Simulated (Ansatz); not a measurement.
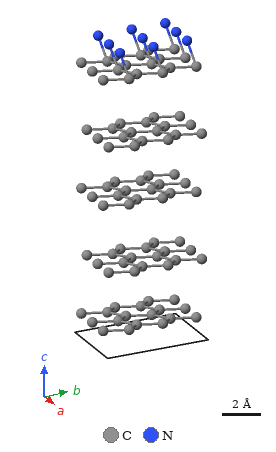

A slab of composition C$_{10}$N (cut from the Fmmm phase), before the constrained relaxation. A ball-and-stick model of the 3 × 3 repeat of the cell, outlined in the plane, without the vacuum, seen slightly off an axis.

Case: N put at a bridge C-C site. The slab is the (0 0 1) face of C with N on it. 4 atoms are held fixed.

The calculation used Ansatz, DFT PBE+D3(BJ), scalar-relativistic, plane waves, PAW.

Input
```yaml
crystal:
  lattice:
    - [2.4655379968, 0.0, 0.0]
    - [-1.2327689984, 2.1341461181, 0.0]
    - [0.0, 0.0, 32.5979680033]
  atoms:
    - { symbol: C, position: [0.0833101796, 0.1666203592, 0.2607524494] }
    - { symbol: C, position: [0.4166898204, 0.8333796408, 0.2607524494] }
    - { symbol: C, position: [0.5833101796, 0.1666203592, 0.3650391026] }
    - { symbol: C, position: [0.9166898204, 0.8333796408, 0.3650391026] }
    - { symbol: C, position: [0.0833101796, 0.1666203592, 0.4693232413] }
    - { symbol: C, position: [0.4166898204, 0.8333796408, 0.4693232413] }
    - { symbol: C, position: [0.5833101796, 0.1666203592, 0.5736098945] }
    - { symbol: C, position: [0.9166898204, 0.8333796408, 0.5736098945] }
    - { symbol: C, position: [0.0833101796, 0.1666203592, 0.6778940332] }
    - { symbol: C, position: [0.4166898204, 0.8333796408, 0.6778940332] }
    - { symbol: "N", position: [0.0833101796, 0.6666203592, 0.7177738195] }
basis:
  ecutwfc: 420
kpoints:
  mp_grid: { grid: [12, 12, 1] }
hamiltonian:
  xc: pbe
  dispersion: d3bj
scf:
  occupations: { method: gaussian, width: 0.1 }
output:
  forces: true
  eigenvalues: true
  write_density: true
  write_potential: true
  elf: true
  volumetric_format: npy
relax:
  adjacent_minimum: "off"
  f_tol: 0.03
  max_steps: 70
  constraints: [{ sites: [0, 1, 2, 3] }]
efield:
  axis: 3
  dipole_correction: true
  ramp_width: 0.04
```

Run as
```bash
ansatz run input.yaml --threads 1 --pin off --max-ram 2560MiB --backend cpu --events-out ev --progress --plain --runs-dir out
```

Question: What does the optimiser find from here?

Answer: The energy falls by 1.200 eV per cell of the calculation in 16 accepted moves (19 points after the start). The largest force component goes from 3.5 to 0.017 eV/Å. The line search rejected the trial step at point 4 of the run. 2 steps only repeated the SCF at the same geometry. The forces were under the threshold at step 7, but the run went on from there. The largest moves, 0.60 Å, are those of C5 and C6. C5 goes within the plane. By element the largest moves are C 0.60 Å, N 0.54 Å. The cell doesn't change. Near-neighbour distances that change, for instance: C9–N11 1.791 → 2.279 Å, C9–C10 1.423 → 1.460 Å, C10–N11 1.482 → 1.453 Å. Bond angles that change, for instance: C9–C10–N11 76.1° → 102.9°, C9–C10–N11 118.7° → 102.7°, C10–C9–C10 120.0° → 115.3°. The run may lie on a higher electronic state than the lowest, so the end point isn't shown to be the ground-state structure.

The end point in the same view:

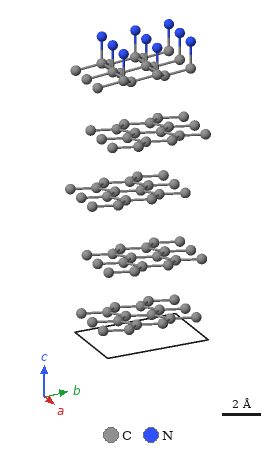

Limits of the set-up: the cell has an odd number of electrons but was run without spin polarisation; the periodic images lie only 2.5 Å apart, so the values are limited by the cell's size.
